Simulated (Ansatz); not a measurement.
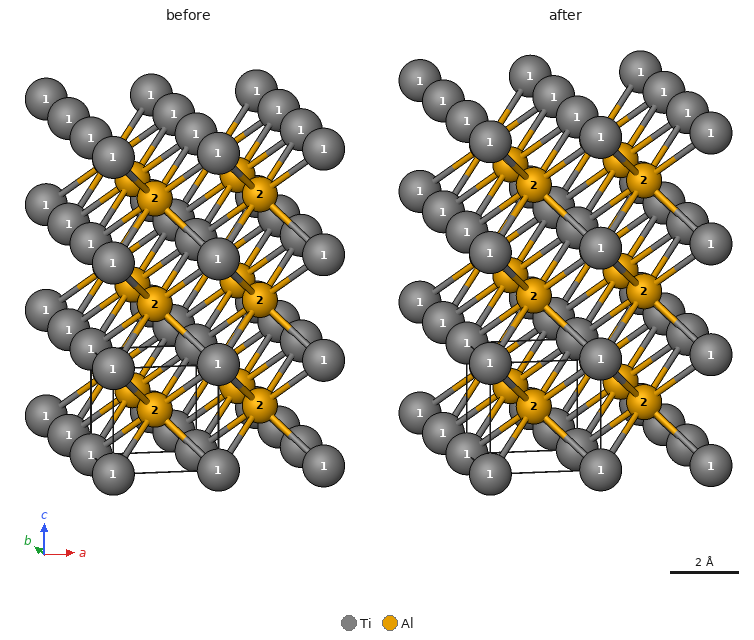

Left: a symmetric starting cell of TiAl. Right: the same structure after one change, at the same scale. The picture is a ball-and-stick view of the cell of the calculation, repeated 2 × 3 × 3 with one cell outlined, seen slightly off an axis.

Theory: DFT PBE, scalar-relativistic, plane waves, PAW in Ansatz. Set-up: plane-wave cutoff 420 eV; k-point mesh 14 × 14 × 14; occupations gaussian; smearing width 0.1 eV; no spin polarisation.

What distinguishes the right structure from the left one?

All lengths are scaled by +4.9 % (volume +15.6 %), the atoms keeping their fractional coordinates. No relaxation follows. The starting cell wasn't computed here and needn't be at equilibrium, so pressure and forces aren't due to the change alone.

What does the change do?

The pressure is −11.6 GPa (not all of it need come from the change, since the unchanged cell can be under pressure at this level too). All forces vanish by symmetry. Some distances before and after: Al–Ti 2.753 → 2.889 Å. The space group stays Pm-3m (No. 221).
